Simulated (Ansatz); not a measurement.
# Geometry relaxation, with input and output: Mg32O32H (charge +1) (part 1 of 2)

The run: geometry relaxation of Mg32O32H (defect cell, 65 atoms in the cell, total charge +1). Method and program: DFT, PBEsol, PAW, plane waves (Ansatz 0.2.0).

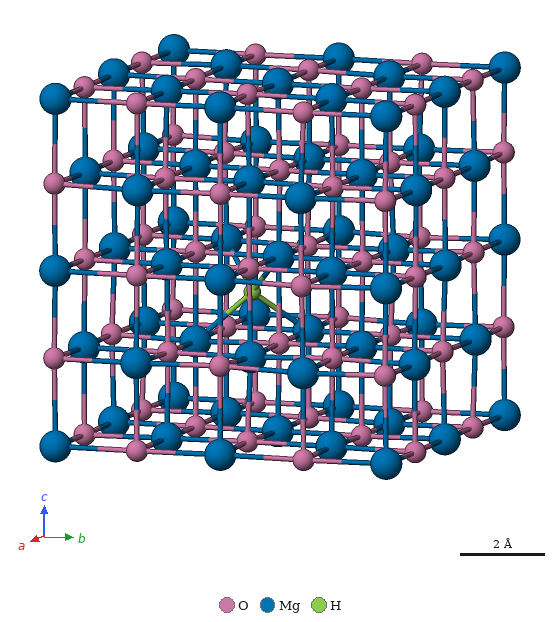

**Figure 1.** The starting structure (ball-and-stick view of the cell of the calculation, seen slightly off an axis).

The input
```yaml
crystal:
  lattice:
    - [8.428808, 0.000000, 0.000000]
    - [0.000000, 8.428808, 0.000000]
    - [0.000000, 0.000000, 8.428808]
  atoms:
    - { symbol: O, position: [0.252085, 0.996498, 0.998329] }
    - { symbol: O, position: [0.252935, 0.999806, 0.502915] }
    - { symbol: O, position: [0.247974, 0.499849, 0.001623] }
    - { symbol: O, position: [0.250781, 0.496296, 0.495407] }
    - { symbol: O, position: [0.750228, 0.001299, 0.997519] }
    - { symbol: O, position: [0.750194, 0.002478, 0.502407] }
    - { symbol: O, position: [0.750356, 0.494085, 0.002726] }
    - { symbol: O, position: [0.754656, 0.500227, 0.501945] }
    - { symbol: O, position: [0.003487, 0.250800, 0.999142] }
    - { symbol: O, position: [0.998662, 0.249009, 0.503006] }
    - { symbol: O, position: [0.998427, 0.752586, 0.997323] }
    - { symbol: O, position: [0.002145, 0.747944, 0.497544] }
    - { symbol: O, position: [0.503791, 0.249330, 0.998941] }
    - { symbol: O, position: [0.498670, 0.247828, 0.501079] }
    - { symbol: O, position: [0.500176, 0.749976, 0.996548] }
    - { symbol: O, position: [0.497372, 0.751955, 0.498297] }
    - { symbol: O, position: [0.999295, 0.999018, 0.252147] }
    - { symbol: O, position: [0.998173, 0.999371, 0.754701] }
    - { symbol: O, position: [0.000391, 0.500601, 0.255482] }
    - { symbol: O, position: [0.999638, 0.501664, 0.750891] }
    - { symbol: O, position: [0.502862, 0.995268, 0.251929] }
    - { symbol: O, position: [0.499778, 0.999660, 0.751320] }
    - { symbol: O, position: [0.500022, 0.500692, 0.250590] }
    - { symbol: O, position: [0.499465, 0.501770, 0.748618] }
    - { symbol: O, position: [0.250740, 0.250818, 0.251579] }
    - { symbol: O, position: [0.248631, 0.245055, 0.750580] }
    - { symbol: O, position: [0.251967, 0.748563, 0.251559] }
    - { symbol: O, position: [0.257130, 0.748686, 0.749574] }
    - { symbol: O, position: [0.749820, 0.254015, 0.247224] }
    - { symbol: O, position: [0.753688, 0.246531, 0.748110] }
    - { symbol: O, position: [0.749927, 0.751549, 0.255309] }
    - { symbol: O, position: [0.751891, 0.753292, 0.748171] }
    - { symbol: Mg, position: [0.001606, 0.003588, 0.999373] }
    - { symbol: Mg, position: [0.996654, 0.001071, 0.503598] }
    - { symbol: Mg, position: [0.999158, 0.501037, 0.999633] }
    - { symbol: Mg, position: [0.997958, 0.501254, 0.503102] }
    - { symbol: Mg, position: [0.499950, 0.000877, 0.999499] }
    - { symbol: Mg, position: [0.499540, 0.003077, 0.499516] }
    - { symbol: Mg, position: [0.500654, 0.496532, 0.997537] }
    - { symbol: Mg, position: [0.500161, 0.498995, 0.499754] }
    - { symbol: Mg, position: [0.250546, 0.251416, 0.003185] }
    - { symbol: Mg, position: [0.251444, 0.253205, 0.500860] }
    - { symbol: Mg, position: [0.251396, 0.744379, 0.996310] }
    - { symbol: Mg, position: [0.249247, 0.757147, 0.497303] }
    - { symbol: Mg, position: [0.750369, 0.250573, 0.999905] }
    - { symbol: Mg, position: [0.754727, 0.251743, 0.500796] }
    - { symbol: Mg, position: [0.751943, 0.748830, 0.001188] }
    - { symbol: Mg, position: [0.749847, 0.748626, 0.501723] }
    - { symbol: Mg, position: [0.247594, 0.003578, 0.250921] }
    - { symbol: Mg, position: [0.247053, 0.000356, 0.751012] }
    - { symbol: Mg, position: [0.251164, 0.499909, 0.251856] }
    - { symbol: Mg, position: [0.251508, 0.502678, 0.746585] }
    - { symbol: Mg, position: [0.750087, 0.999517, 0.249049] }
    - { symbol: Mg, position: [0.751166, 0.004304, 0.751494] }
    - { symbol: Mg, position: [0.748109, 0.502890, 0.245541] }
    - { symbol: Mg, position: [0.747206, 0.498782, 0.751365] }
    - { symbol: Mg, position: [0.003951, 0.248619, 0.251819] }
    - { symbol: Mg, position: [0.001327, 0.251978, 0.748373] }
    - { symbol: Mg, position: [0.000731, 0.752239, 0.247419] }
    - { symbol: Mg, position: [0.001254, 0.744821, 0.751121] }
    - { symbol: Mg, position: [0.498730, 0.246509, 0.243304] }
    - { symbol: Mg, position: [0.503655, 0.248193, 0.749848] }
    - { symbol: Mg, position: [0.499994, 0.749435, 0.253721] }
    - { symbol: Mg, position: [0.505720, 0.752786, 0.748834] }
    - { symbol: H, position: [0.374189, 0.373847, 0.374387] }
  symmetry: { detect: false }
kpoints:
  mp_grid: { grid: [1, 1, 1], shift: [0.25, 0.25, 0.25] }
hamiltonian:
  xc: pbesol
total_charge: 1
scf:
  occupations: { method: fermi_dirac, width: 0.01 }
relax:
  f_tol: 0.03
  max_steps: 80
  escape_saddle: false
  adjacent_minimum: "off"
output:
  forces: true
  eigenvalues: true
  populations: true
  charged_corrections: { epsilon: 9.8 }
```

The program's output
```
Pseudopotentials: kind: paw
Functional definition: PBEsol
  exchange = pbesol_x
  correlation = pbesol_c
Crystal: 65 atoms, lattice volume = 598.823 Å³
Basis set: ecut = 420 eV, 11753 PW (Γ), exchange–correlation on 120×120×120 points (8 copies of the dense FFT grid, shifted against one another)
Bands: 321, of which v1, the nominal top of the filled ones, is band 256 counted from 1 (255 counted from 0)
Symmetry: 1 space group operations
k-points: 1
Non-local potential: O, projectors of the file, l = 0: 2, l = 1: 2, l = 2: 1
Non-local potential: Mg, projectors of the file, l = 0: 3, l = 1: 2, l = 2: 1
Non-local potential: H, projectors of the file, l = 0: 2, l = 1: 1
PAW form: soft (Blöchl's): semilocal exchange-correlation on the pseudo side does not see the compensation charge
PAW frozen core: O, regenerated for the run's functional, and the local potential with it (the file was generated under x = pbe(κ = 0.804, μ = 0.2195149727645171), c = pbe(β = 0.06672455060314922))
PAW frozen core: Mg, regenerated for the run's functional, and the local potential with it (the file was generated under x = pbe(κ = 0.804, μ = 0.2195149727645171), c = pbe(β = 0.06672455060314922))
PAW one-centre angular grid: O, 110 points (default); XC on 64 Gauss nodes
PAW one-centre angular grid: Mg, 110 points (default); XC on 64 Gauss nodes
PAW one-centre angular grid: H, 110 points (default); XC on 64 Gauss nodes
Initial density: superposition of atomic densities (neutral atoms scaled as one to the charged cell's electrons: chi_scale 0, normalization atom), corrected by the library's trained network
Initial wavefunctions: pseudopotential atomic-orbital guess
Functional: x = pbesol(κ = 0.804, μ = 0.12345679012345678), c = pbesol(β = 0.046)
SCF iter   1: F=—  HF=-79250.601510 eV  |F-HF|=—  |Δ(HF+E_count)|=         —  Δρ=1.80e-2  dr2=2.88e0  ethr=1.77e-3  ⟨swp⟩=6.0  Hψ=1373  notcnv=0  defer=11
preconditioner: auto → Resta (q_TF=auto, 2.658 Å⁻¹)  ε∞=3.4  [insulator: Δε(μ)=3.788 eV  Ē_g=15.621 eV  σ=0.010 eV  W_gap=1.00  n_scr=178 (ndim 8)  ℏωp=24.3 eV  f_vac=0.000  D(μ)=0.00/eV (n_scr^D=0)  ε∞_Penn≈3.4]
SCF iter   2: F=—  HF=-79249.910143 eV  |F-HF|=—  |Δ(HF+E_count)|=   6.91e-1  Δρ=8.35e-3  dr2=8.66e-1  ethr=5.63e-4  ⟨swp⟩=2.0  Hψ=471  notcnv=0  defer=60
SCF iter   3: F=—  HF=-79249.607663 eV  |F-HF|=—  |Δ(HF+E_count)|=   3.02e-1  Δρ=1.63e-3  dr2=4.34e-2  ethr=1.69e-4  ⟨swp⟩=3.0  Hψ=504  notcnv=0  defer=60
SCF iter   4: F=—  HF=-79249.591224 eV  |F-HF|=—  |Δ(HF+E_count)|=   1.64e-2  Δρ=5.27e-4  dr2=2.75e-3  ethr=8.48e-6  ⟨swp⟩=3.0  Hψ=508  notcnv=0  defer=60
SCF iter   5: F=—  HF=-79249.582993 eV  |F-HF|=—  |Δ(HF+E_count)|=   8.23e-3  Δρ=9.80e-5  dr2=5.22e-5  ethr=5.37e-7  ⟨swp⟩=2.0  Hψ=490  notcnv=0  defer=60
SCF iter   6: F=-79249.582979 eV  HF=-79249.582982 eV  |F-HF|=2.60e-6  |Δ(HF+E_count)|=   1.17e-5  Δρ=2.67e-5  dr2=3.86e-6  ethr=4.39e-9  ⟨swp⟩=13.0  Hψ=2027  notcnv=0
SCF 1 converged in 6 iterations: F = -79249.582979 eV  dr2 = 3.86e-6
  greatest PAW one-centre occupation: 1.000 electrons in one spin orbital (limit 2), on the Mg atom at site 50 (counted from 0), in its partial waves of l = 0
relax step   1: F+E_penalty+E_count = -79249.58297918 eV  Δ(F+E_penalty+E_count) = +0.000e0 eV  max|allowed force component| = 1.823e0 eV/Å  Δτ_max = 0.0000 Å  (6 SCF iters, dr2 threshold 2.25e-5 eV, accepted)
Initial density: handed on by an earlier stage of this run
Initial wavefunctions: those handed on with the density
iter 1 solved again at ethr=4.08e-5 eV; its pass at ethr=3.10e-3 eV (dr2=2.09e-1 eV) is discarded
SCF iter   1: F=—  HF=-79250.776169 eV  |F-HF|=—  |Δ(HF+E_count)|=         —  Δρ=7.72e-3  dr2=2.10e-1  ethr=4.08e-5  ⟨swp⟩=2.0  Hψ=963  notcnv=0  defer=60
preconditioner: auto → Resta (q_TF=auto, 2.658 Å⁻¹)  ε∞=3.4  [insulator: Δε(μ)=3.795 eV  Ē_g=15.720 eV  σ=0.010 eV  W_gap=1.00  n_scr=178 (ndim 8)  ℏωp=24.3 eV  f_vac=0.000  D(μ)=0.00/eV (n_scr^D=0)  ε∞_Penn≈3.4]
SCF iter   2: F=—  HF=-79250.737698 eV  |F-HF|=—  |Δ(HF+E_count)|=   3.85e-2  Δρ=4.11e-3  dr2=6.05e-2  ethr=4.08e-5  ⟨swp⟩=2.0  Hψ=489  notcnv=0  defer=60
SCF iter   3: F=—  HF=-79250.717754 eV  |F-HF|=—  |Δ(HF+E_count)|=   1.99e-2  Δρ=3.22e-4  dr2=4.84e-4  ethr=1.18e-5  ⟨swp⟩=3.0  Hψ=495  notcnv=0  defer=60
iter 4 did not close the SCF: its close was put off for the readings that it lacked (scf_convergence_deferred on its scf_iter line)
SCF iter   4: F=-79250.717749 eV  HF=-79250.717772 eV  |F-HF|=2.30e-5  |Δ(HF+E_count)|=   1.79e-5  Δρ=8.00e-5  dr2=4.10e-5  ethr=9.45e-8  ⟨swp⟩=2.0  Hψ=595  notcnv=0  defer=60
iter 5 did not close the SCF: its close was put off for the readings that it lacked (scf_convergence_deferred on its scf_iter line)
SCF iter   5: F=-79250.717759 eV  HF=-79250.717761 eV  |F-HF|=2.31e-6  |Δ(HF+E_count)|=   1.11e-5  Δρ=1.78e-5  dr2=3.30e-6  ethr=8.02e-9  ⟨swp⟩=2.0  Hψ=389  notcnv=0  defer=60
SCF iter   6: F=-79250.717760 eV  HF=-79250.717760 eV  |F-HF|=1.34e-7  |Δ(HF+E_count)|=   7.38e-7  Δρ=5.97e-6  dr2=2.16e-7  ethr=6.44e-10  ⟨swp⟩=8.0  Hψ=1238  notcnv=0
SCF 2 converged in 6 iterations: F = -79250.717760 eV  dr2 = 2.16e-7
  greatest PAW one-centre occupation: 1.000 electrons in one spin orbital (limit 2), on the Mg atom at site 41 (counted from 0), in its partial waves of l = 0
relax step   2: F+E_penalty+E_count = -79250.71776000 eV  Δ(F+E_penalty+E_count) = -1.135e0 eV  max|allowed force component| = 8.291e-1 eV/Å  Δτ_max = 0.0875 Å  (6 SCF iters, dr2 threshold 1.00e-4 eV, accepted)
SCF iter   1: F=—  HF=-79251.065634 eV  |F-HF|=—  |Δ(HF+E_count)|=         —  Δρ=5.49e-3  dr2=1.09e-1  ethr=2.21e-4  ⟨swp⟩=4.0  Hψ=713  notcnv=0  defer=60
preconditioner: auto → Resta (q_TF=auto, 2.658 Å⁻¹)  ε∞=3.4  [insulator: Δε(μ)=4.864 eV  Ē_g=15.716 eV  σ=0.010 eV  W_gap=1.00  n_scr=178 (ndim 8)  ℏωp=24.3 eV  f_vac=0.000  D(μ)=0.00/eV (n_scr^D=0)  ε∞_Penn≈3.4]
relax step   3: F+E_penalty+E_count = -79251.02883141 eV  Δ(F+E_penalty+E_count) = -3.111e-1 eV  max|allowed force component| = 1.782e-1 eV/Å  Δτ_max = 0.0677 Å  (6 SCF iters, dr2 threshold 4.30e-5 eV, accepted)
preconditioner: auto → Resta (q_TF=auto, 2.658 Å⁻¹)  ε∞=3.4  [insulator: Δε(μ)=4.686 eV  Ē_g=15.717 eV  σ=0.010 eV  W_gap=1.00  n_scr=178 (ndim 8)  ℏωp=24.3 eV  f_vac=0.000  D(μ)=0.00/eV (n_scr^D=0)  ε∞_Penn≈3.4]
relax step   4: F+E_penalty+E_count = -79251.07511027 eV  Δ(F+E_penalty+E_count) = -4.628e-2 eV  max|allowed force component| = 2.449e-1 eV/Å  Δτ_max = 0.0563 Å  (6 SCF iters, dr2 threshold 1.98e-6 eV, accepted)
preconditioner: auto → Resta (q_TF=auto, 2.658 Å⁻¹)  ε∞=3.4  [insulator: Δε(μ)=4.969 eV  Ē_g=15.730 eV  σ=0.010 eV  W_gap=1.00  n_scr=178 (ndim 8)  ℏωp=24.3 eV  f_vac=0.000  D(μ)=0.00/eV (n_scr^D=0)  ε∞_Penn≈3.4]
relax step   5: F+E_penalty+E_count = -79251.29818871 eV  Δ(F+E_penalty+E_count) = -2.231e-1 eV  max|allowed force component| = 9.942e-1 eV/Å  Δτ_max = 0.1971 Å  (6 SCF iters, dr2 threshold 3.75e-6 eV, accepted)
preconditioner: auto → Resta (q_TF=auto, 2.658 Å⁻¹)  ε∞=3.4  [insulator: Δε(μ)=5.438 eV  Ē_g=15.761 eV  σ=0.010 eV  W_gap=1.00  n_scr=178 (ndim 8)  ℏωp=24.3 eV  f_vac=0.000  D(μ)=0.00/eV (n_scr^D=0)  ε∞_Penn≈3.4]
relax step   6: F+E_penalty+E_count = -79251.81824164 eV  Δ(F+E_penalty+E_count) = -5.201e-1 eV  max|allowed force component| = 1.390e0 eV/Å  Δτ_max = 0.1924 Å  (6 SCF iters, dr2 threshold 1.00e-4 eV, accepted)
preconditioner: auto → Resta (q_TF=auto, 2.658 Å⁻¹)  ε∞=3.4  [insulator: Δε(μ)=5.554 eV  Ē_g=15.823 eV  σ=0.010 eV  W_gap=1.00  n_scr=178 (ndim 8)  ℏωp=24.3 eV  f_vac=0.000  D(μ)=0.00/eV (n_scr^D=0)  ε∞_Penn≈3.4]
relax step   7: F+E_penalty+E_count = -79251.57812828 eV  Δ(F+E_penalty+E_count) = +2.401e-1 eV  max|allowed force component| = 5.713e0 eV/Å  Δτ_max = 0.1953 Å  (6 SCF iters, dr2 threshold 1.00e-4 eV, rejected (line search))
preconditioner: auto → Resta (q_TF=auto, 2.658 Å⁻¹)  ε∞=3.4  [insulator: Δε(μ)=5.500 eV  Ē_g=15.765 eV  σ=0.010 eV  W_gap=1.00  n_scr=178 (ndim 8)  ℏωp=24.3 eV  f_vac=0.000  D(μ)=0.00/eV (n_scr^D=0)  ε∞_Penn≈3.4]
relax step   8: F+E_penalty+E_count = -79252.09156906 eV  Δ(F+E_penalty+E_count) = -2.733e-1 eV  max|allowed force component| = 1.034e0 eV/Å  Δτ_max = 0.0955 Å  (7 SCF iters, accepted)
preconditioner: auto → Resta (q_TF=auto, 2.658 Å⁻¹)  ε∞=3.4  [insulator: Δε(μ)=5.512 eV  Ē_g=15.785 eV  σ=0.010 eV  W_gap=1.00  n_scr=178 (ndim 8)  ℏωp=24.3 eV  f_vac=0.000  D(μ)=0.00/eV (n_scr^D=0)  ε∞_Penn≈3.4]
relax step   9: F+E_penalty+E_count = -79252.20649515 eV  Δ(F+E_penalty+E_count) = -1.149e-1 eV  max|allowed force component| = 4.988e-1 eV/Å  Δτ_max = 0.1000 Å  (6 SCF iters, dr2 threshold 1.00e-4 eV, accepted)
SCF iter   1: F=—  HF=-79252.270342 eV  |F-HF|=—  |Δ(HF+E_count)|=         —  Δρ=6.07e-3  dr2=5.76e-2  ethr=1.04e-4  ⟨swp⟩=6.0  Hψ=855  notcnv=0  defer=60
preconditioner: auto → Resta (q_TF=auto, 2.658 Å⁻¹)  ε∞=3.4  [insulator: Δε(μ)=5.513 eV  Ē_g=15.792 eV  σ=0.010 eV  W_gap=1.00  n_scr=178 (ndim 8)  ℏωp=24.3 eV  f_vac=0.000  D(μ)=0.00/eV (n_scr^D=0)  ε∞_Penn≈3.4]
SCF iter   2: F=—  HF=-79252.258671 eV  |F-HF|=—  |Δ(HF+E_count)|=   1.17e-2  Δρ=3.21e-3  dr2=1.74e-2  ethr=1.12e-5  ⟨swp⟩=2.0  Hψ=503  notcnv=0  defer=60
SCF iter   3: F=—  HF=-79252.257182 eV  |F-HF|=—  |Δ(HF+E_count)|=   1.49e-3  Δρ=1.81e-4  dr2=1.71e-4  ethr=3.40e-6  ⟨swp⟩=2.0  Hψ=490  notcnv=0  defer=60
iter 4 did not close the SCF: its close was put off for the readings that it lacked (scf_convergence_deferred on its scf_iter line)
SCF iter   4: F=-79252.257173 eV  HF=-79252.257180 eV  |F-HF|=6.74e-6  |Δ(HF+E_count)|=   2.27e-6  Δρ=5.28e-5  dr2=1.58e-5  ethr=3.35e-8  ⟨swp⟩=2.0  Hψ=485  notcnv=0  defer=60
iter 5 did not close the SCF: its close was put off for the readings that it lacked (scf_convergence_deferred on its scf_iter line)
SCF iter   5: F=-79252.257176 eV  HF=-79252.257177 eV  |F-HF|=6.68e-7  |Δ(HF+E_count)|=   3.03e-6  Δρ=1.03e-5  dr2=9.64e-7  ethr=3.09e-9  ⟨swp⟩=2.0  Hψ=515  notcnv=0  defer=60
SCF iter   6: F=-79252.257176 eV  HF=-79252.257177 eV  |F-HF|=4.25e-8  |Δ(HF+E_count)|=   2.13e-7  Δρ=2.95e-6  dr2=6.99e-8  ethr=1.88e-10  ⟨swp⟩=7.0  Hψ=1183  notcnv=0
SCF 10 converged in 6 iterations: F = -79252.257176 eV  dr2 = 6.99e-8
relax step  10: F+E_penalty+E_count = -79252.25717647 eV  Δ(F+E_penalty+E_count) = -5.068e-2 eV  max|allowed force component| = 8.554e-2 eV/Å  Δτ_max = 0.1389 Å  (6 SCF iters, dr2 threshold 5.79e-5 eV, accepted)
SCF iter   1: F=—  HF=-79252.265897 eV  |F-HF|=—  |Δ(HF+E_count)|=         —  Δρ=4.99e-4  dr2=6.98e-4  ethr=1.02e-6  ⟨swp⟩=3.0  Hψ=519  notcnv=0  defer=60
preconditioner: auto → Resta (q_TF=auto, 2.658 Å⁻¹)  ε∞=3.4  [insulator: Δε(μ)=5.499 eV  Ē_g=15.788 eV  σ=0.010 eV  W_gap=1.00  n_scr=178 (ndim 8)  ℏωp=24.3 eV  f_vac=0.000  D(μ)=0.00/eV (n_scr^D=0)  ε∞_Penn≈3.4]
SCF iter   2: F=—  HF=-79252.265788 eV  |F-HF|=—  |Δ(HF+E_count)|=   1.09e-4  Δρ=2.63e-4  dr2=2.09e-4  ethr=1.36e-7  ⟨swp⟩=2.0  Hψ=412  notcnv=0  defer=60
SCF iter   3: F=—  HF=-79252.265775 eV  |F-HF|=—  |Δ(HF+E_count)|=   1.32e-5  Δρ=2.20e-5  dr2=1.94e-6  ethr=4.09e-8  ⟨swp⟩=2.0  Hψ=482  notcnv=0  defer=60
SCF iter   4: F=—  HF=-79252.258302 eV  |F-HF|=—  |Δ(HF+E_count)|=   7.47e-3  Δρ=1.64e-5  dr2=5.98e-7  ethr=3.78e-10  ⟨swp⟩=3.0  Hψ=609  notcnv=0  defer=60
iter 5 did not close the SCF: its close was put off for the readings that it lacked (scf_convergence_deferred on its scf_iter line)
SCF iter   5: F=-79252.258302 eV  HF=-79252.258302 eV  |F-HF|=5.01e-9  |Δ(HF+E_count)|=   4.18e-7  Δρ=3.56e-6  dr2=4.48e-8  ethr=1.17e-10  ⟨swp⟩=2.0  Hψ=514  notcnv=0  defer=60
SCF iter   6: F=-79252.258302 eV  HF=-79252.258302 eV  |F-HF|=1.40e-9  |Δ(HF+E_count)|=   1.80e-8  Δρ=7.15e-7  dr2=2.25e-9  ethr=8.76e-12  ⟨swp⟩=7.0  Hψ=1494  notcnv=0
SCF 11 converged in 6 iterations: F = -79252.258302 eV  dr2 = 2.25e-9
relax step  11: F+E_penalty+E_count = -79252.25830196 eV  Δ(F+E_penalty+E_count) = -1.125e-3 eV  max|allowed force component| = 8.480e-3 eV/Å  Δτ_max = 0.0062 Å  (6 SCF iters, accepted)
```

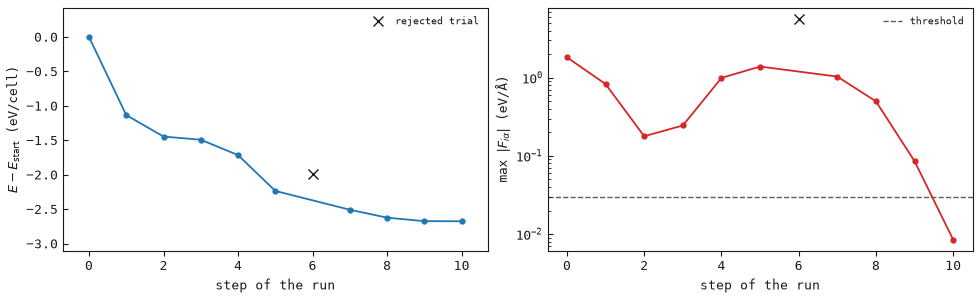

**Figure 2.** Progress of the relaxation, step by step (the first geometry is step 0 here and step 1 in the log).

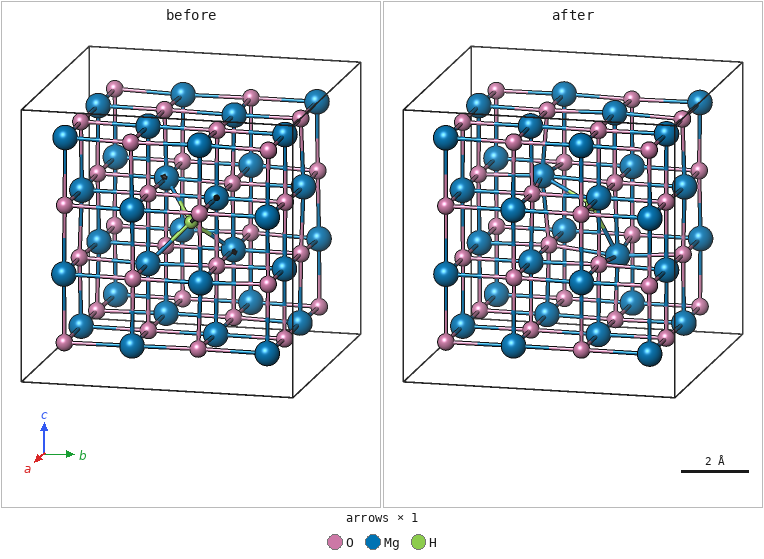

**Figure 3.** Before (left) and after (right) the relaxation, at one scale (ball-and-stick view of the cell of the calculation (origin shifted), seen slightly off an axis). The black arrows give the displacements, at true length. The energy falls by 2.675 eV per cell of the calculation in 10 geometry steps. Largest force component: 1.8 eV/Å at the start, 0.0085 eV/Å at the end. The line search rejected the trial step at point 6 (counted from 0) and went back. H65 moves most: 0.81 Å. Largest moves by element: H 0.81 Å, Mg 0.23 Å, O 0.06 Å. The lattice vectors keep their values. Among the contacts that change: O4–H65 1.785 → 0.991 Å, Mg61–H65 1.864 → 2.622 Å, O4–Mg42 2.049 → 2.279 Å, O8–Mg40 2.145 → 1.969 Å. New bonds form: O4–H65 (1.79 → 0.99 Å). Bonds break: Mg61–H65 (1.86 → 2.62 Å). Among the angles that change: Mg40–O14–Mg42 89.1° → 102.0°, Mg40–O23–Mg51 89.7° → 102.0°, Mg40–H65–Mg42 108.5° → 118.3°. (Atoms are counted from 1 in the order of the input.)
